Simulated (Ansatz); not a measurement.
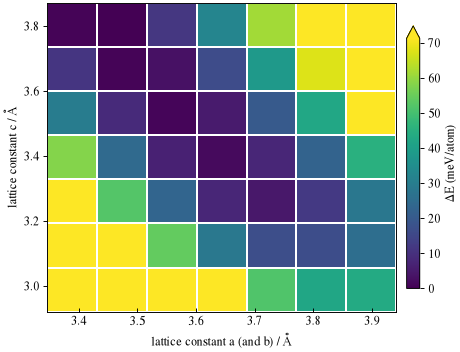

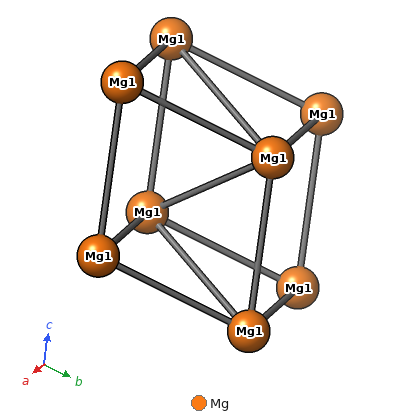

Energy landscape of Mg (I4/mmm, No. 139; 1 atom in the cell). The energy is mapped over the lattice constants a and c of the conventional cell. Coordinates scanned: (1) lattice constant a (and b); (2) lattice constant c. Nothing is relaxed (symmetry fixes all fractional coordinates). The grid has 7 × 7 points. All energies are given in meV/atom relative to the lowest grid point. Theory: Ansatz 0.2.0, DFT PBEsol, scalar-relativistic, plane waves, PAW. Settings: cutoff 520 eV, k-mesh 18×18×18, gaussian smearing 0.15 eV, no spin polarisation.

Drawn: one coloured cell a grid point, one colour for all values above the top of the scale. The second picture is the structure at the lowest point

### Describe this landscape.

The lowest grid point is at lattice constant a (and b) = 3.474 Å, lattice constant c = 3.804 Å. It lies on the edge of the grid, but the force there points inwards, so the minimum lies inside the range. The highest grid point, lattice constant a (and b) = 3.389 Å, lattice constant c = 2.989 Å, lies 237 meV/atom above the lowest.

The whole map (49 points run) took 9.7 min on 1 thread of Arm Neoverse N1 (shared host).
